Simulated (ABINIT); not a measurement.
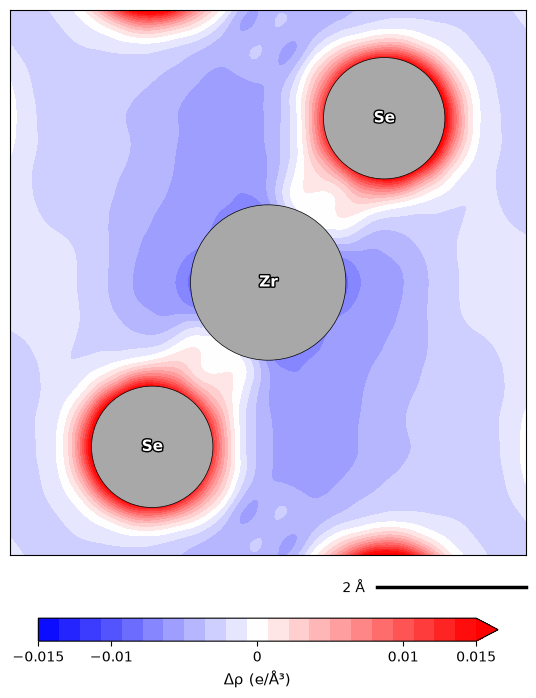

ZrSe2. Difference of the valence pseudo-densities of two functionals at the same geometry, on the (110) plane of the calculation cell: HCTH407 less REVPBE.

Both computed with ABINIT (plane waves, PAW), on the same k-point mesh. Grey discs cover the atomic cores.

### What does the difference map show?

Against REVPBE, HCTH407 gives more density around Se (+0.006 e/Å³ on average at 1.0 Å from the nucleus) and less density in the space between the atoms (−0.003 e/Å³ on average).
